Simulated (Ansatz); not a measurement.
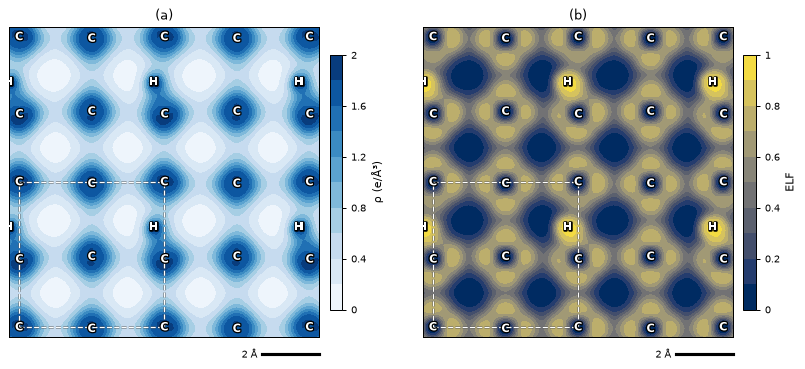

HC$_{16}$ (cell charge +1, with a compensating background) (cell with a defect). (a) valence pseudo-density; (b) electron localisation function on the (110) plane of the calculation cell.

Theory: DFT PBE, scalar-relativistic, plane waves, PAW (Ansatz 0.2.0).

Core electrons are frozen (PAW), and the valence fields are smoothed inside the atomic spheres.

```xyz
17
Lattice="0.0000 3.5700 3.5700 3.5700 0.0000 3.5700 3.5700 3.5700 0.0000" Properties=species:S:1:pos:R:3 pbc="T T T"
C     7.0288    3.6087    3.6620
C     0.8719    0.8627    0.8788
C     5.3184    1.7629    3.5591
C     2.6262    2.6470    0.9084
C     5.3002    3.5426    1.7909
C     2.5925    0.9099    2.6901
C     3.5215    1.7659    1.8020
C     4.4153    2.6541    2.6842
C     7.1003    5.2861    5.3233
C     0.9316    2.5856    2.6177
C     5.3199    3.5477    5.3551
C     2.6421    4.4297    2.6811
C     5.2889    5.3330    3.6020
C     2.6307    2.6531    4.4607
C     3.5241    3.5416    3.5754
C     4.3996    4.4325    4.4783
H     3.4408    3.1092    6.1614
```

What do the fields say about this system?

The section cuts through C and H sites. Atoms just off the plane (C, 0.9 Å away) can leave unmarked features too. C–H (1.18 Å): the density is about 1.4 e/Å³ at the midpoint; the ELF climbs to about 0.95 towards the hydrogen, as it does in any bond to H: an ordinary covalent bond to hydrogen. Between the atoms the lowest density in this plane is 0.08 e/Å³.

Does the calculation make it a metal, or give it a gap?

It is gapped, with a Kohn–Sham gap of 2.6 eV on the k-point mesh, an upper bound to the gap of this method.
